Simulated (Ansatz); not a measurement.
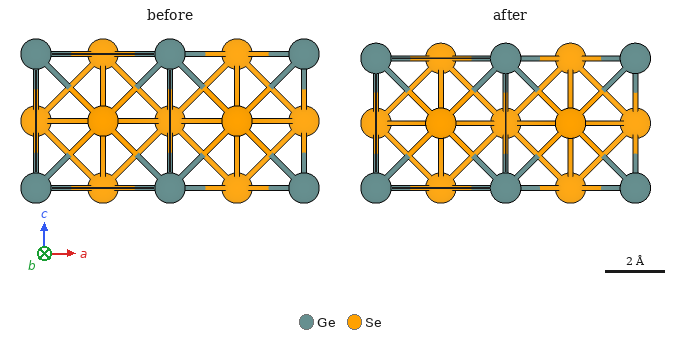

The structure of solid GeSe₃ (built on the Cu3Au (L1_2)_221 type) (coarse preliminary run) before (left) and after (right) a relaxation, at one scale.

The picture is a ball-and-stick view of the cell of the calculation, repeated 2 × 1 × 1 with one cell outlined, seen along the b axis.

Case: Cu3Au (L1_2) type (Pm-3m, No. 221).

All numbers below come from DFT PBE, scalar-relativistic, plane waves, PAW in Ansatz 0.2.0. (plane-wave cutoff 420 eV; k-point mesh 4 × 4 × 4; occupations gaussian; smearing width 0.1 eV; no spin polarisation; cell and atoms relaxed; force threshold 0.04 eV/Å; at most 70 steps)

> Describe what moved and what it gained.

After 2 accepted moves (3 points after the start) the energy has fallen by 37.0 meV per atom. All forces vanish by symmetry, so only the cell relaxes. The pressure goes from −4.80 to −0.18 GPa. The SCF was repeated once at an unchanged geometry on a basis and grid sized afresh for the cell, which shifted the energy by 0.2 meV per atom at most. No atom moves by more than 0.005 Å relative to the cell. Cell: a = b = c 4.546 → 4.399 Å (−3.2 %). Volume −9.4 %. Among the contacts that change: Ge–Se 3.214 → 3.110 Å, Se–Se 3.214 → 3.110 Å. The space group stays Pm-3m (No. 221).
